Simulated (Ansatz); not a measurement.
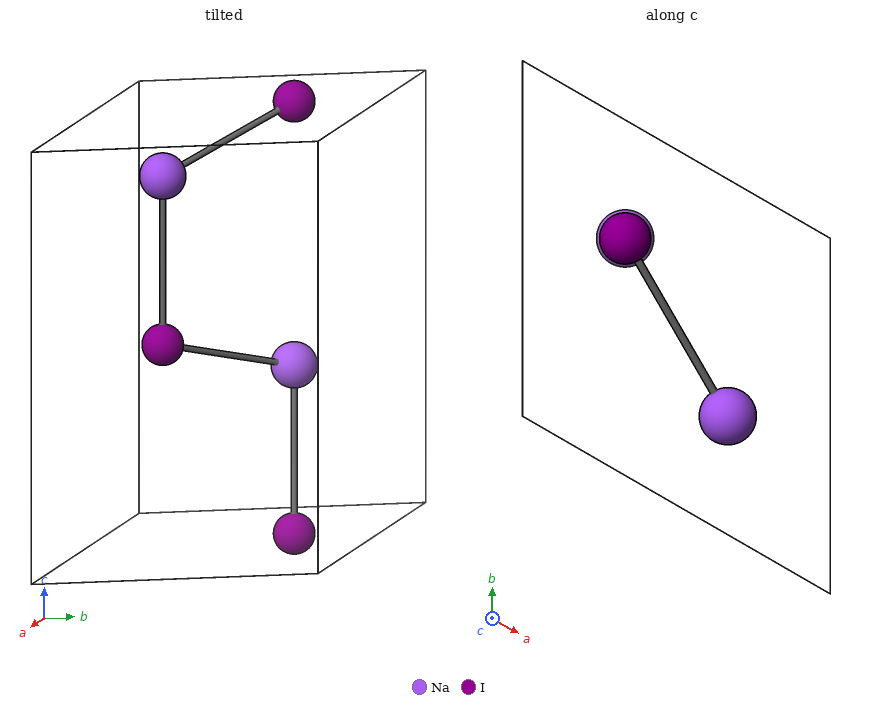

This ball-and-stick model is shown slightly off an axis and along the c axis. Atoms at the boundary of the conventional unit cell (the box) are drawn once for each face, edge or corner they touch. Cell: a = 5.15 Å, b = 5.15 Å, c = 7.97 Å, α = 90.00°, β = 90.00°, γ = 120.00°.

Provenance: a structure type filled with these elements by a generator (whether the compound takes this form wasn't checked). Earlier steps of the study may have refined or changed the cell and positions. It was run through Ansatz as a DFT input.

Question: What structure is drawn here?

Answer: The solid is NaI. Its lattice is primitive hexagonal, its space group P6_3mc (No. 186). The arrangement is known as wurtzite. The cell has 4 atoms, namely 2 Na, 2 I. Na is linked to four I in a tetrahedral arrangement at about 3.1 Å. Each I atom has four Na in a tetrahedral arrangement at about 3.1 Å around it. The bonds build a three-dimensional framework.

Method used: DFT r2SCAN, scalar-relativistic, plane waves, PAW (Ansatz 0.2.0). It ran with a plane-wave cutoff of 500 eV, a 6×6×4 sampling of the Brillouin zone, Gaussian smearing of 0.02 eV, no spin polarisation.

Question: Does it come out as a metal, or with a gap?

Answer: An insulator at this level, with a gap of 4.30 eV, direct.

Question: State the Bader charges by element.

Answer: Na +0.87 e; I -0.87 e.

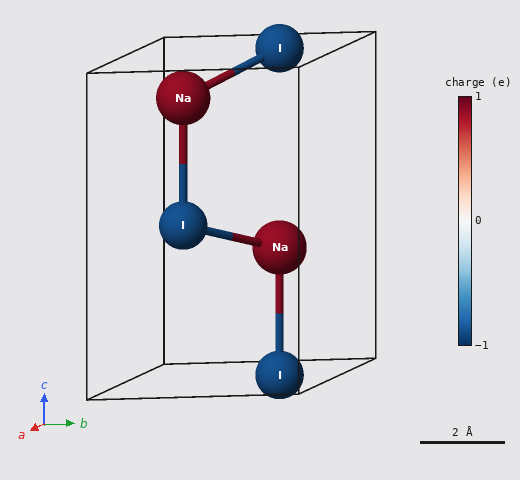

The atoms coloured by those charges. The run's cell of 4 atoms is drawn, so axes and origin can differ from the first picture.

Question: Are forces and stress small enough to call this relaxed?

Answer: Nearly. All forces vanish to within 0.01 eV/Å. The pressure is -0.3 GPa, so the cell would contract.
